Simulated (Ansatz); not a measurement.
**Zn3S5: density, localisation and related maps**

The calculation's input:

```
crystal:
  lattice:
    - [3.8324037092, 0.0, 0.0]
    - [1.9164734518, 3.3277427884, 0.0]
    - [0.0152320161, 0.5407441677, 11.9684643246]
  atoms:
    - { symbol: Zn, position: [0.3288802034, 0.4646719853, 0.8709596653] }
    - { symbol: Zn, position: [0.7982475799, 0.5283738753, 0.1289536295] }
    - { symbol: Zn, position: [0.9666059978, 0.0050440858, 0.500034199] }
    - { symbol: S, position: [0.8320867687, 0.996877595, 8.56026e-05] }
    - { symbol: S, position: [0.4346442937, 0.2435365218, 0.2255544608] }
    - { symbol: S, position: [0.3054754691, 0.3563228042, 0.3970088546] }
    - { symbol: S, position: [0.6778842163, 0.7540426314, 0.7747215898] }
    - { symbol: S, position: [0.6561754711, 0.6511305011, 0.6026819984] }
basis:
  ecutwfc: 420
kpoints:
  mp_grid: { grid: [8, 8, 4] }
hamiltonian:
  xc: pbe
scf:
  occupations: { method: gaussian, width: 0.02 }
output:
  forces: true
  stress: true
  eigenvalues: true
  write_density: true
  write_potential: true
  elf: true
  volumetric_format: npy
relax:
  adjacent_minimum: "off"
  f_tol: 0.01
  max_steps: 80
  cell: { stress_tol: 0.05 }
```

Launched as:

```sh
ansatz run input.yaml --threads 4 --pin off --max-ram 10240MiB --backend cpu --events-out ev --progress --plain --runs-dir out
```

Below, planes, directions and counts refer to the conventional cell (a = 3.83 Å, b = 3.84 Å, c = 11.98 Å, α = 87.79°, β = 89.92°, γ = 60.11°).

The fields are those of the run's last geometry, not of the input's.

Space group P1; a generated structure, not necessarily the stable one; changed on purpose from its base cell (the structure that the rattled cell fell into).

Level of theory: DFT PBE, scalar-relativistic, plane waves, PAW (Ansatz 0.2.0).

The density is the valence pseudo-density of a PAW calculation; it isn't the true density close to the nuclei.

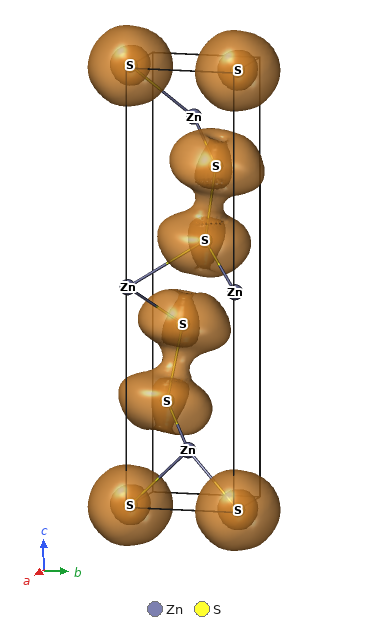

Figure 1. Isosurface of the ELF at 0.7 (orange), seen slightly off an axis. Core shells and regions of very low density are left out. Sticks mark near contacts.

Where are the electrons localised?

Answer. At this value the surface marks out two regions between bonded S–S atoms (shared pairs) and one region wrapped around S (its valence shell), counted in one cell of 8 atoms. Any copies at cell faces, edges or corners count once. Along the contacts the grid gives the following. S–S (2.12 Å): the ELF peaks at about 0.80 between the atoms, as expected for a shared electron pair. Zn–S (2.38 Å): the ELF peaks at about 0.90 in the valence shell of S, 0.8 Å from its nucleus, and is about 0.55 at the midpoint.

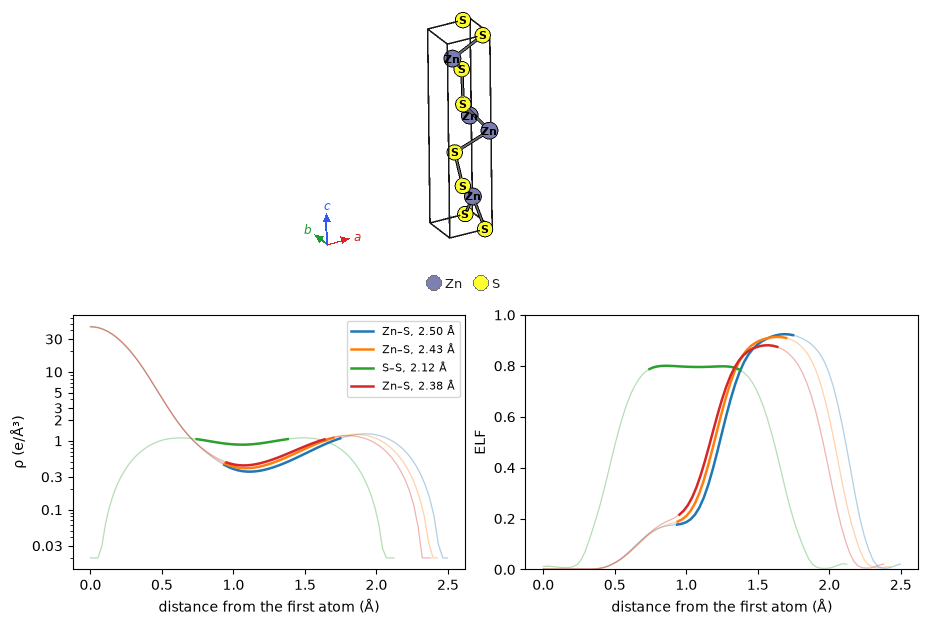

Figure 2. Valence charge density (pseudo) and ELF along straight lines between neighbouring atoms. Thin, pale parts lie inside the atomic spheres. The structure is drawn too.

What can be read from the curves?

Answer. Zn–S (2.50 Å): the density is about 0.39 e/Å³ at the midpoint; the ELF peaks at about 0.90 in the valence shell of S, 0.8 Å from its nucleus, and is about 0.55 at the midpoint.
Zn–S (2.43 Å): ρ at the midpoint is about 0.44 e/Å³; the ELF peaks at about 0.90 in the valence shell of S, 0.8 Å from its nucleus, and is about 0.55 at the midpoint.
S–S (2.12 Å): ρ is about 0.88 e/Å³ halfway; the ELF peaks at about 0.80 between the atoms; a shared electron pair.
Zn–S (2.38 Å): ρ at the midpoint is about 0.47 e/Å³; the ELF peaks at about 0.90 in the valence shell of S, 0.8 Å from its nucleus, and is about 0.55 at the midpoint.

Does the calculation give a band gap?

Answer. It is gapped, with a Kohn–Sham gap of 0.65 eV on the k-point mesh (the band edges may lie off the mesh, which would make the gap smaller).
